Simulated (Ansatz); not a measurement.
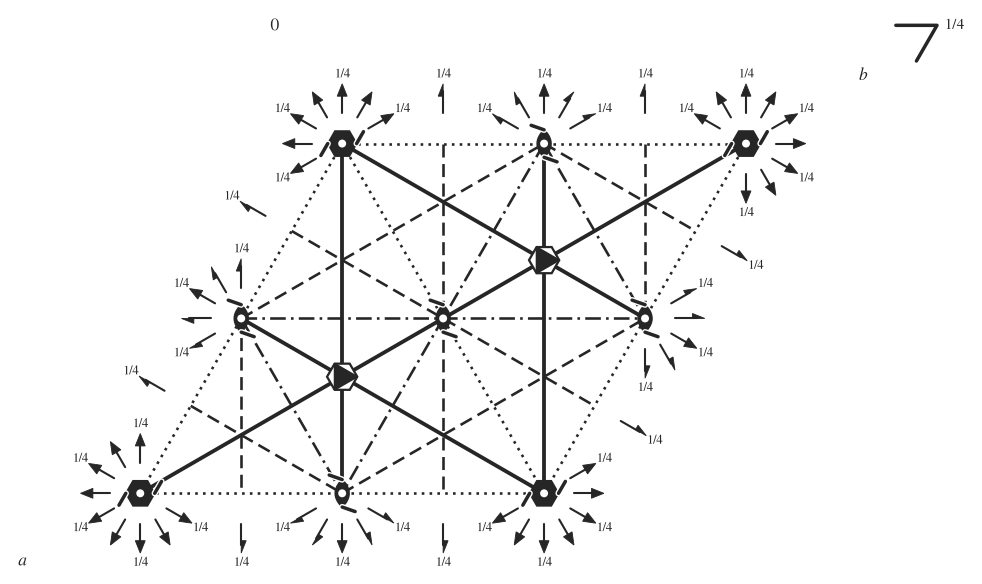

Symmetry elements of a space group, projected down c, computed from the operations of a computed or model structure of composition Fe.

Graphical symbols as in the International Tables (origin upper left, heights as fractions; handed screw axes are marked by their printed symbols).

Question: Give the Hermann–Mauguin symbol and number.

Answer: No. 194, P6₃/mmc; primitive hexagonal, point group 6/mmm, 24 general positions a cell.

Question: List the elements shown.

Answer: −6 axes along c at (1/3, 2/3), (2/3, 1/3); 6₃ axes along c at (0, 0); 2₁ axes along c at (0, 1/2), (1/2, 0), (1/2, 1/2); inversion centres at (0, 0), (0, 1/2), (1/2, 0), (1/2, 1/2); mirror planes holding c and [1 2 0] or [2 1 0] or [−1 1 0]; in-plane glide planes holding c and [1 2 0] or [2 1 0] or [−1 1 0]; c glide planes normal to a*, at x = 0; n glide planes normal to a*, at x = 1/2; c glide planes normal to b*, at y = 0; n glide planes normal to b*, at y = 1/2; c glide planes holding c and [1 1 0]; diagonal glide planes holding c and [1 1 0]; a mirror plane normal to c at height 1/4; 2 axes along [1 1 0] at height 0; 2 axes along [1 2 0] at height 1/4; 2 axes along [2 1 0] at height 1/4; 2 axes along [−1 1 0] at height 1/4; 2 axes along a at height 0; 2 axes along b at height 0; 2₁ axes along [1 1 0] at height 0; 2₁ axes along [1 2 0] at height 1/4; 2₁ axes along [2 1 0] at height 1/4; 2₁ axes along [−1 1 0] at height 1/4; 2₁ axes along a at height 0; 2₁ axes along b at height 0. Heights repeat every half period; positions are (a, b) fractions, modulo 1.
